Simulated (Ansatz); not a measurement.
## Geometry relaxation, with input and output: W15S28 (charge +2) (part 4 of 4)

W15S28 (defect cell, 43 atoms in the cell, total charge +2); DFT PBE+D3(BJ), scalar-relativistic, plane waves, PAW, no spin polarisation (Ansatz 0.2.0); cutoff 420 eV, 2×2×2 k-mesh, Gaussian smearing of 0.01 eV. The structure derives from a Materials Project entry. It belongs to a series of runs on one base structure; here: W interstitial, charge +2, atoms relaxed at the host's cell.

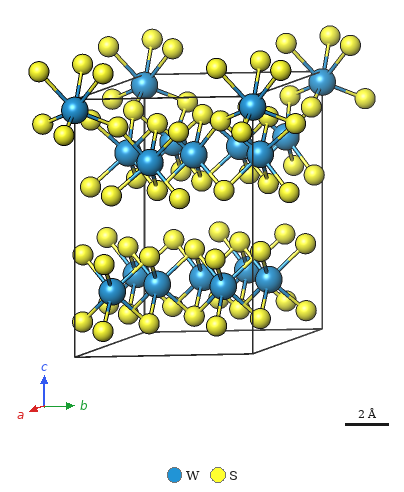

**Figure 1.** The geometry at step 4 of the log (ball-and-stick view of the cell of the calculation, seen slightly off an axis; bonded neighbours outside the cell are drawn too).

## Trajectory as extended XYZ (Å, eV, eV/Å), 6 frames, from step=1 to step=6
```
43
Lattice="7.8852 -2.7315 0.0000 -6.3082 -5.4630 0.0000 0.0000 0.0000 -12.1448" Properties=species:S:1:pos:R:3:forces:R:3 step=1 energy=-181102.50398
W    -3.1490   -3.6439   -2.9723    0.0176   0.0184   0.1039
W    -0.0042   -3.6455   -2.9723    0.0071  -0.0244   0.1039
W     6.2995   -3.6456   -3.0054   -0.0282  -0.0218   0.0203
W     3.1541   -3.6420   -3.0023    0.0000   0.0000   0.0792
W     1.5844   -0.9162   -3.0054    0.0329  -0.0135   0.0203
W     1.5783   -6.3643   -3.0054   -0.0048   0.0353   0.0203
W    -1.5780   -6.3682   -2.9723   -0.0247   0.0060   0.1039
W    -1.5770   -4.5525   -9.0439    0.0000   0.0000  -0.1104
W     1.5865   -4.5078   -8.9821   -0.1033  -0.0816  -0.2527
W    -0.0102   -1.7671   -9.1281   -0.0414  -0.1416  -0.0883
W     4.6877   -4.5667   -8.9821    0.1224  -0.0486  -0.2527
W     3.1881   -1.8516   -8.9821   -0.0191   0.1303  -0.2527
W    -4.7727   -4.5884   -9.1281    0.1433   0.0350  -0.0883
W     0.0518   -7.3022   -9.1281   -0.1019   0.1066  -0.0883
S    -3.1639   -3.6538  -10.6199    0.0365  -0.0295   0.0184
S    -0.0053   -3.6276  -10.6199   -0.0438  -0.0168   0.0184
S     6.1036   -3.8332  -10.7759    0.0153  -0.0447   0.2434
S     3.1541   -3.6420  -10.5732    0.0000   0.0000   0.2170
S     1.8449   -0.9921  -10.7759    0.0311   0.0356   0.2434
S     1.5138   -6.1008  -10.7759   -0.0464   0.0091   0.2434
S    -1.5619   -6.3761  -10.6199    0.0073   0.0463   0.0184
S    -1.5770   -4.5525   -4.5518    0.0000   0.0000  -0.0134
S     1.5625   -4.5399   -4.5723   -0.0164  -0.0099   0.0052
S    -0.0027   -1.8307   -4.5643    0.0037   0.0035   0.0241
S     4.7274   -4.5715   -4.5723    0.0168  -0.0092   0.0052
S     3.1723   -1.8148   -4.5723   -0.0004   0.0192   0.0052
S    -4.7214   -4.5501   -4.5643   -0.0049   0.0014   0.0241
S    -0.0070   -7.2768   -4.5643    0.0012  -0.0049   0.0241
S    -3.1924   -3.6899   -7.4827   -0.0800   0.0348   0.0308
S    -0.0223   -3.5849   -7.4827    0.0701   0.0519   0.0308
S     6.3340   -3.6279   -7.5111    0.0083   0.0121   0.0497
S     3.1541   -3.6420   -7.3919    0.0000   0.0000   0.0113
S     1.5519   -0.8952   -7.5111   -0.0146   0.0011   0.0497
S     1.5764   -6.4030   -7.5111    0.0064  -0.0132   0.0497
S    -1.5164   -6.3828   -7.4827    0.0099  -0.0866   0.0308
S    -1.5770   -4.5525   -1.3912    0.0000   0.0000  -0.0801
S     1.5847   -4.5471   -1.4167    0.0118  -0.0096  -0.0294
S    -0.0026   -1.7642   -1.4035   -0.0112   0.0113   0.0154
S     4.7226   -4.5486   -1.4167    0.0024   0.0150  -0.0294
S     3.1550   -1.8304   -1.4167   -0.0142  -0.0055  -0.0294
S    -4.7790   -4.5832   -1.4035   -0.0042  -0.0153   0.0154
S     0.0505   -7.3102   -1.4035    0.0154   0.0041   0.0154
W     0.0000    0.0000  -11.5943    0.0000   0.0000  -0.5263
43
Lattice="7.8852 -2.7315 0.0000 -6.3082 -5.4630 0.0000 0.0000 0.0000 -12.1448" Properties=species:S:1:pos:R:3:forces:R:3 step=2 energy=-181102.51987
W    -3.1409   -3.6359   -2.9393   -0.0569  -0.0429  -0.0209
W    -0.0013   -3.6566   -2.9393   -0.0087   0.0707  -0.0209
W     6.2951   -3.6476   -2.9773   -0.0181   0.0122  -0.0656
W     3.1541   -3.6420   -2.9701    0.0000   0.0000  -0.0446
W     1.5884   -0.9191   -2.9773   -0.0015  -0.0218  -0.0656
W     1.5788   -6.3595   -2.9773    0.0196   0.0096  -0.0656
W    -1.5890   -6.3652   -2.9393    0.0655  -0.0278  -0.0209
W    -1.5770   -4.5525   -9.0632    0.0000   0.0000  -0.0087
W     1.5688   -4.5172   -9.0203    0.1044   0.0522  -0.0038
W    -0.0089   -1.7872   -9.1553   -0.0779   0.0947  -0.0746
W     4.7047   -4.5774   -9.0203   -0.0974   0.0644  -0.0038
W     3.1888   -1.8315   -9.0203   -0.0070  -0.1165  -0.0038
W    -4.7560   -4.5772   -9.1553   -0.0431  -0.1148  -0.0746
W     0.0338   -7.2932   -9.1553    0.1209   0.0201  -0.0746
S    -3.1462   -3.6616  -10.6554   -0.0725   0.0278   0.0454
S    -0.0209   -3.6391  -10.6554    0.0603   0.0489   0.0454
S     6.1197   -3.8342  -10.7894   -0.0182  -0.0668   0.1747
S     3.1541   -3.6420  -10.5779    0.0000   0.0000  -0.0603
S     1.8377   -0.9777  -10.7894    0.0669   0.0176   0.1747
S     1.5049   -6.1142  -10.7894   -0.0487   0.0491   0.1747
S    -1.5641   -6.3569  -10.6554    0.0122  -0.0767   0.0454
S    -1.5770   -4.5525   -4.5228    0.0000   0.0000  -0.0233
S     1.5640   -4.5392   -4.5449    0.0023  -0.0270  -0.0115
S    -0.0025   -1.8374   -4.5283   -0.0010   0.0211  -0.0664
S     4.7261   -4.5705   -4.5449    0.0222   0.0155  -0.0115
S     3.1722   -1.8164   -4.5449   -0.0245   0.0115  -0.0115
S    -4.7157   -4.5465   -4.5283   -0.0178  -0.0114  -0.0664
S    -0.0129   -7.2737   -4.5283    0.0187  -0.0097  -0.0664
S    -3.1932   -3.6818   -7.4991   -0.0629   0.0088  -0.0214
S    -0.0149   -3.5883   -7.4991    0.0390   0.0501  -0.0214
S     6.3394   -3.6274   -7.5406   -0.0143  -0.0200   0.0166
S     3.1541   -3.6420   -7.4464    0.0000   0.0000   0.1139
S     1.5487   -0.8908   -7.5406    0.0244  -0.0024   0.0166
S     1.5741   -6.4079   -7.5406   -0.0102   0.0224   0.0166
S    -1.5230   -6.3875   -7.4991    0.0239  -0.0588  -0.0214
S    -1.5770   -4.5525   -1.3619    0.0000   0.0000  -0.0298
S     1.5898   -4.5501   -1.3845   -0.0104  -0.0129   0.0076
S    -0.0039   -1.7749   -1.3867    0.0057   0.0822   0.0498
S     4.7226   -4.5428   -1.3845    0.0164  -0.0025   0.0076
S     3.1499   -1.8333   -1.3845   -0.0060   0.0155   0.0076
S    -4.7692   -4.5790   -1.3867   -0.0740  -0.0361   0.0498
S     0.0419   -7.3038   -1.3867    0.0683  -0.0461   0.0498
W     0.0000    0.0000  -11.6448    0.0000   0.0000  -0.0369
43
Lattice="7.8852 -2.7315 0.0000 -6.3082 -5.4630 0.0000 0.0000 0.0000 -12.1448" Properties=species:S:1:pos:R:3:forces:R:3 step=3 energy=-181102.53809
W    -3.1472   -3.6401   -2.9564    0.0046  -0.0080  -0.0044
W    -0.0018   -3.6490   -2.9564   -0.0092   0.0000  -0.0044
W     6.2964   -3.6466   -2.9957    0.0060   0.0047  -0.0197
W     3.1541   -3.6420   -2.9884    0.0000   0.0000  -0.0065
W     1.5868   -0.9184   -2.9957   -0.0071   0.0029  -0.0197
W     1.5790   -6.3611   -2.9957    0.0011  -0.0076  -0.0197
W    -1.5821   -6.3685   -2.9564    0.0046   0.0080  -0.0044
W    -1.5770   -4.5525   -9.0481    0.0000   0.0000  -0.0108
W     1.5755   -4.5142   -9.0027    0.0545   0.0155  -0.0119
W    -0.0108   -1.7803   -9.1396   -0.0343   0.0129  -0.0543
W     4.6987   -4.5730   -9.0027   -0.0406   0.0394  -0.0119
W     3.1881   -1.8388   -9.0027   -0.0138  -0.0549  -0.0119
W    -4.7610   -4.5822   -9.1396    0.0060  -0.0362  -0.0543
W     0.0406   -7.2951   -9.1396    0.0284   0.0233  -0.0543
S    -3.1524   -3.6596  -10.6351   -0.0214   0.0024  -0.0005
S    -0.0161   -3.6347  -10.6351    0.0128   0.0174  -0.0005
S     6.1188   -3.8338  -10.7713    0.0266  -0.0424   0.1107
S     3.1541   -3.6420  -10.5684    0.0000   0.0000  -0.0205
S     1.8379   -0.9786  -10.7713    0.0234   0.0443   0.1107
S     1.5056   -6.1136  -10.7713   -0.0500  -0.0019   0.1107
S    -1.5627   -6.3633  -10.6351    0.0086  -0.0198  -0.0005
S    -1.5770   -4.5525   -4.5377    0.0000   0.0000  -0.0070
S     1.5623   -4.5390   -4.5614   -0.0004  -0.0018   0.0018
S    -0.0028   -1.8335   -4.5504   -0.0014  -0.0003  -0.0070
S     4.7268   -4.5721   -4.5614    0.0018   0.0005   0.0018
S     3.1732   -1.8150   -4.5614   -0.0014   0.0013   0.0018
S    -4.7190   -4.5487   -4.5504    0.0009  -0.0011  -0.0070
S    -0.0094   -7.2755   -4.5504    0.0005   0.0013  -0.0070
S    -3.1983   -3.6821   -7.4870   -0.0171  -0.0068  -0.0164
S    -0.0126   -3.5837   -7.4870    0.0027   0.0182  -0.0164
S     6.3365   -3.6272   -7.5229   -0.0013  -0.0153   0.0085
S     3.1541   -3.6420   -7.4199    0.0000   0.0000   0.0158
S     1.5500   -0.8934   -7.5229    0.0139   0.0065   0.0085
S     1.5757   -6.4055   -7.5229   -0.0126   0.0088   0.0085
S    -1.5203   -6.3918   -7.4870    0.0144  -0.0114  -0.0164
S    -1.5770   -4.5525   -1.3822    0.0000   0.0000   0.0031
S     1.5881   -4.5499   -1.4034   -0.0049   0.0039   0.0138
S    -0.0039   -1.7663   -1.3980   -0.0011   0.0197   0.0190
S     4.7234   -4.5442   -1.4034   -0.0010  -0.0062   0.0138
S     3.1508   -1.8319   -1.4034    0.0059   0.0023   0.0138
S    -4.7766   -4.5832   -1.3980   -0.0165  -0.0108   0.0190
S     0.0493   -7.3081   -1.3980    0.0176  -0.0089   0.0190
W     0.0000    0.0000  -11.6343    0.0000   0.0000  -0.0930
43
Lattice="7.8852 -2.7315 0.0000 -6.3082 -5.4630 0.0000 0.0000 0.0000 -12.1448" Properties=species:S:1:pos:R:3:forces:R:3 step=4 energy=-181102.54110
W    -3.1479   -3.6412   -2.9574    0.0084   0.0008  -0.0055
W    -0.0024   -3.6478   -2.9574   -0.0035  -0.0076  -0.0055
W     6.2966   -3.6462   -2.9980    0.0061   0.0015  -0.0064
W     3.1541   -3.6420   -2.9893    0.0000   0.0000  -0.0010
W     1.5864   -0.9184   -2.9980   -0.0043   0.0045  -0.0064
W     1.5792   -6.3615   -2.9980   -0.0018  -0.0060  -0.0064
W    -1.5809   -6.3686   -2.9574   -0.0049   0.0069  -0.0055
W    -1.5770   -4.5525   -9.0486    0.0000   0.0000   0.0009
W     1.5784   -4.5123   -9.0018    0.0311   0.0008   0.0029
W    -0.0108   -1.7791   -9.1390   -0.0166  -0.0096  -0.0297
W     4.6956   -4.5715   -9.0018   -0.0162   0.0266   0.0029
W     3.1883   -1.8423   -9.0018   -0.0149  -0.0274   0.0029
W    -4.7620   -4.5828   -9.1390    0.0166  -0.0096  -0.0297
W     0.0417   -7.2956   -9.1390    0.0000   0.0192  -0.0297
S    -3.1546   -3.6587  -10.6339   -0.0039  -0.0043  -0.0115
S    -0.0142   -3.6332  -10.6339   -0.0018   0.0055  -0.0115
S     6.1214   -3.8355  -10.7644    0.0344  -0.0283   0.0592
S     3.1541   -3.6420  -10.5703    0.0000   0.0000  -0.0173
S     1.8379   -0.9755  -10.7644    0.0073   0.0439   0.0592
S     1.5029   -6.1151  -10.7644   -0.0417  -0.0157   0.0592
S    -1.5623   -6.3657  -10.6339    0.0056  -0.0012  -0.0115
S    -1.5770   -4.5525   -4.5391    0.0000   0.0000   0.0001
S     1.5618   -4.5387   -4.5623    0.0014   0.0035   0.0025
S    -0.0030   -1.8332   -4.5530   -0.0008  -0.0027   0.0030
S     4.7268   -4.5727   -4.5623   -0.0037  -0.0006   0.0025
S     3.1737   -1.8147   -4.5623    0.0023  -0.0030   0.0025
S    -4.7191   -4.5490   -4.5530    0.0027   0.0006   0.0030
S    -0.0091   -7.2753   -4.5530   -0.0019   0.0020   0.0030
S    -3.2006   -3.6820   -7.4881    0.0079  -0.0124  -0.0058
S    -0.0114   -3.5817   -7.4881   -0.0147  -0.0007  -0.0058
S     6.3355   -3.6281   -7.5218    0.0039  -0.0087   0.0117
S     3.1541   -3.6420   -7.4152    0.0000   0.0000  -0.0140
S     1.5514   -0.8938   -7.5218    0.0056   0.0077   0.0117
S     1.5754   -6.4042   -7.5218   -0.0095   0.0010   0.0117
S    -1.5191   -6.3939   -7.4881    0.0067   0.0131  -0.0058
S    -1.5770   -4.5525   -1.3835    0.0000   0.0000   0.0081
S     1.5875   -4.5501   -1.4046   -0.0012   0.0046   0.0080
S    -0.0041   -1.7643   -1.3986    0.0001   0.0032   0.0066
S     4.7239   -4.5447   -1.4046   -0.0034  -0.0033   0.0080
S     3.1510   -1.8312   -1.4046    0.0046  -0.0013   0.0080
S    -4.7782   -4.5845   -1.3986   -0.0028  -0.0015   0.0066
S     0.0512   -7.3088   -1.3986    0.0027  -0.0017   0.0066
W     0.0000    0.0000  -11.6357    0.0000   0.0000  -0.0812
43
Lattice="7.8852 -2.7315 0.0000 -6.3082 -5.4630 0.0000 0.0000 0.0000 -12.1448" Properties=species:S:1:pos:R:3:forces:R:3 step=5 energy=-181102.54325
W    -3.1476   -3.6416   -2.9582    0.0020   0.0024  -0.0045
W    -0.0028   -3.6479   -2.9582    0.0011  -0.0030  -0.0045
W     6.2966   -3.6461   -3.0001    0.0010   0.0000   0.0041
W     3.1541   -3.6420   -2.9895    0.0000   0.0000   0.0036
W     1.5863   -0.9185   -3.0001   -0.0004   0.0009   0.0041
W     1.5794   -6.3615   -3.0001   -0.0005  -0.0008   0.0041
W    -1.5807   -6.3682   -2.9582   -0.0031   0.0005  -0.0045
W    -1.5770   -4.5525   -9.0500    0.0000   0.0000   0.0044
W     1.5809   -4.5115   -9.0014    0.0114   0.0000   0.0177
W    -0.0101   -1.7804   -9.1384    0.0047  -0.0071  -0.0011
W     4.6936   -4.5698   -9.0014   -0.0057   0.0099   0.0177
W     3.1877   -1.8449   -9.0014   -0.0058  -0.0099   0.0177
W    -4.7612   -4.5816   -9.1384    0.0038   0.0076  -0.0011
W     0.0402   -7.2956   -9.1384   -0.0085  -0.0005  -0.0011
S    -3.1557   -3.6577  -10.6345    0.0033  -0.0023  -0.0103
S    -0.0128   -3.6328  -10.6345   -0.0036  -0.0017  -0.0103
S     6.1281   -3.8388  -10.7553    0.0273  -0.0066   0.0005
S     3.1541   -3.6420  -10.5721    0.0000   0.0000  -0.0172
S     1.8375   -0.9680  -10.7553   -0.0079   0.0270   0.0005
S     1.4967   -6.1193  -10.7553   -0.0194  -0.0203   0.0005
S    -1.5626   -6.3671  -10.6345    0.0003   0.0040  -0.0103
S    -1.5770   -4.5525   -4.5406    0.0000   0.0000   0.0068
S     1.5618   -4.5381   -4.5631    0.0020   0.0037   0.0028
S    -0.0033   -1.8337   -4.5549    0.0002  -0.0019   0.0071
S     4.7262   -4.5730   -4.5631   -0.0042  -0.0002   0.0028
S     3.1742   -1.8151   -4.5631    0.0022  -0.0036   0.0028
S    -4.7185   -4.5490   -4.5549    0.0016   0.0011   0.0071
S    -0.0094   -7.2749   -4.5549   -0.0017   0.0008   0.0071
S    -3.2010   -3.6818   -7.4889    0.0157  -0.0082  -0.0007
S    -0.0110   -3.5815   -7.4889   -0.0150  -0.0095  -0.0007
S     6.3356   -3.6296   -7.5201    0.0015   0.0000   0.0021
S     3.1541   -3.6420   -7.4129    0.0000   0.0000  -0.0226
S     1.5526   -0.8929   -7.5201   -0.0007   0.0013   0.0021
S     1.5741   -6.4035   -7.5201   -0.0008  -0.0013   0.0021
S    -1.5191   -6.3943   -7.4889   -0.0007   0.0177  -0.0007
S    -1.5770   -4.5525   -1.3841    0.0000   0.0000   0.0095
S     1.5870   -4.5505   -1.4049    0.0006   0.0013  -0.0007
S    -0.0044   -1.7632   -1.4000    0.0021  -0.0068  -0.0032
S     4.7244   -4.5449   -1.4049   -0.0014  -0.0001  -0.0007
S     3.1509   -1.8307   -1.4049    0.0008  -0.0011  -0.0007
S    -4.7790   -4.5852   -1.4000    0.0048   0.0052  -0.0032
S     0.0522   -7.3092   -1.4000   -0.0069   0.0015  -0.0032
W     0.0000    0.0000  -11.6425    0.0000   0.0000  -0.0267
43
Lattice="7.8852 -2.7315 0.0000 -6.3082 -5.4630 0.0000 0.0000 0.0000 -12.1448" Properties=species:S:1:pos:R:3:forces:R:3 step=6 energy=-181102.54367
W    -3.1472   -3.6413   -2.9575    0.0019   0.0002   0.0035
W    -0.0028   -3.6484   -2.9575   -0.0008  -0.0018   0.0035
W     6.2964   -3.6462   -2.9996   -0.0020   0.0000  -0.0020
W     3.1541   -3.6420   -2.9880    0.0000   0.0000   0.0019
W     1.5865   -0.9186   -2.9996    0.0010  -0.0017  -0.0020
W     1.5793   -6.3613   -2.9996    0.0010   0.0018  -0.0020
W    -1.5812   -6.3680   -2.9575   -0.0012   0.0016   0.0035
W    -1.5770   -4.5525   -9.0516    0.0000   0.0000  -0.0014
W     1.5822   -4.5122   -9.0023   -0.0036   0.0059  -0.0017
W    -0.0086   -1.7812   -9.1383    0.0004  -0.0118  -0.0065
W     4.6936   -4.5682   -9.0023   -0.0033  -0.0061  -0.0017
W     3.1864   -1.8456   -9.0023    0.0069   0.0002  -0.0017
W    -4.7614   -4.5799   -9.1383    0.0100   0.0063  -0.0065
W     0.0388   -7.2966   -9.1383   -0.0104   0.0055  -0.0065
S    -3.1555   -3.6572  -10.6359   -0.0075   0.0032   0.0034
S    -0.0124   -3.6332  -10.6359    0.0065   0.0049   0.0034
S     6.1338   -3.8431  -10.7540   -0.0017   0.0057   0.0019
S     3.1541   -3.6420  -10.5749    0.0000   0.0000   0.0010
S     1.8384   -0.9610  -10.7540   -0.0041  -0.0043   0.0019
S     1.4901   -6.1220  -10.7540    0.0058  -0.0014   0.0019
S    -1.5632   -6.3672  -10.6359    0.0010  -0.0081   0.0034
S    -1.5770   -4.5525   -4.5397    0.0000   0.0000  -0.0004
S     1.5622   -4.5378   -4.5622    0.0013   0.0012  -0.0005
S    -0.0033   -1.8341   -4.5538    0.0012   0.0000  -0.0006
S     4.7258   -4.5728   -4.5622   -0.0017   0.0006  -0.0005
S     3.1743   -1.8155   -4.5622    0.0004  -0.0017  -0.0005
S    -4.7181   -4.5489   -4.5538   -0.0006   0.0010  -0.0006
S    -0.0097   -7.2746   -4.5538   -0.0006  -0.0011  -0.0006
S    -3.1996   -3.6813   -7.4898    0.0009  -0.0016  -0.0006
S    -0.0112   -3.5830   -7.4898   -0.0019   0.0001  -0.0006
S     6.3360   -3.6301   -7.5200    0.0021  -0.0038   0.0024
S     3.1541   -3.6420   -7.4147    0.0000   0.0000  -0.0013
S     1.5528   -0.8923   -7.5200    0.0022   0.0037   0.0024
S     1.5734   -6.4036   -7.5200   -0.0043   0.0001   0.0024
S    -1.5203   -6.3934   -7.4898    0.0010   0.0016  -0.0006
S    -1.5770   -4.5525   -1.3825    0.0000   0.0000  -0.0031
S     1.5869   -4.5509   -1.4037    0.0006   0.0017  -0.0017
S    -0.0042   -1.7640   -1.4002    0.0023  -0.0030  -0.0001
S     4.7248   -4.5448   -1.4037   -0.0018  -0.0003  -0.0017
S     3.1506   -1.8304   -1.4037    0.0012  -0.0014  -0.0017
S    -4.7785   -4.5847   -1.4002    0.0015   0.0035  -0.0001
S     0.0515   -7.3090   -1.4002   -0.0037  -0.0005  -0.0001
W     0.0000    0.0000  -11.6476    0.0000   0.0000   0.0108
```

## Results in brief

- outcome: converged
- electrons treated: 376
- free energy: −181102.5437 eV
- Fermi energy: 12.919 eV
- gap on the k-point mesh: 0.03 eV
- final volume: 732.43 Å³
- largest force (length of the vector) at the end: 0.013 eV/Å
- hardware: 4 threads of Arm Neoverse N1, 54 GiB of memory available, shared host
- wall time: 3.3 min (CPU time 13 min)
- peak memory: 3.1 GiB

## Notes

Spin–orbit coupling is left out, which matters for W.
